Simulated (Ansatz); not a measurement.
The Ansatz input:

```
crystal:
  lattice:
    - [3.656765576, 0.0, 0.0]
    - [0.0, 3.6742585516, 0.0]
    - [0.0, 0.0, 29.4530958512]
  atoms:
    - { symbol: Si, position: [0.25, 0.5, 0.2885944501] }
    - { symbol: Si, position: [0.75, 0.0, 0.2888237113] }
    - { symbol: Zr, position: [0.75, 0.5, 0.3605579083] }
    - { symbol: Si, position: [0.25, 0.0, 0.3856604808] }
    - { symbol: Si, position: [0.75, 0.0, 0.439030329] }
    - { symbol: Zr, position: [0.25, 0.5, 0.4641329015] }
    - { symbol: Si, position: [0.25, 0.0, 0.5358670985] }
    - { symbol: Si, position: [0.75, 0.5, 0.5360963597] }
    - { symbol: Zr, position: [0.75, 0.0, 0.6078305567] }
    - { symbol: Si, position: [0.25, 0.5, 0.6329331292] }
    - { symbol: Si, position: [0.75, 0.5, 0.6863029774] }
    - { symbol: Zr, position: [0.25, 0.0, 0.7114055499] }
basis:
  ecutwfc: 420
kpoints:
  mp_grid: { grid: [8, 8, 1] }
hamiltonian:
  xc: pbesol
scf:
  occupations: { method: gaussian, width: 0.1 }
output:
  forces: true
  eigenvalues: true
  write_density: true
  write_potential: true
  elf: true
  volumetric_format: npy
relax:
  adjacent_minimum: "off"
  f_tol: 0.03
  max_steps: 70
  constraints: [{ sites: [0, 1, 2, 3, 4, 5] }]
efield:
  axis: 3
  dipole_correction: true
  ramp_width: 0.04
```

Command:
```bash
ansatz run input.yaml --threads 1 --pin off --max-ram 2560MiB --backend cpu --events-out ev --progress --plain --runs-dir out
```

What does the potential across the slab give for the work function?

The work function is 3.39 eV at the right face and 5.28 eV at the left. The vacuum level is 1.89 eV higher at the left than at the right, so the slab carries a dipole along its normal; the ramp in the vacuum, at or near the edge of the plot, is the dipole correction that keeps each side flat. Some atoms were held fixed in the relaxation, which can itself make the faces differ. The outermost atoms are 12.3 Å apart, which leaves 17.1 Å of vacuum in a cell 29.5 Å high.

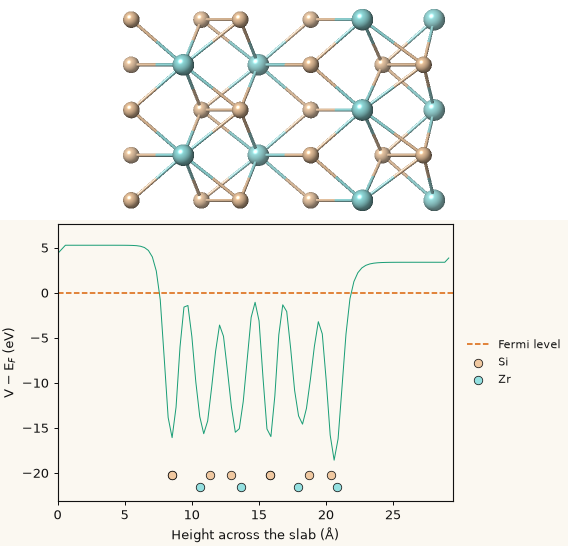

Plane-averaged electrostatic potential energy of an electron across the slab; circles at the bottom mark the heights of the atoms (positions after relaxation). The structure is drawn too.
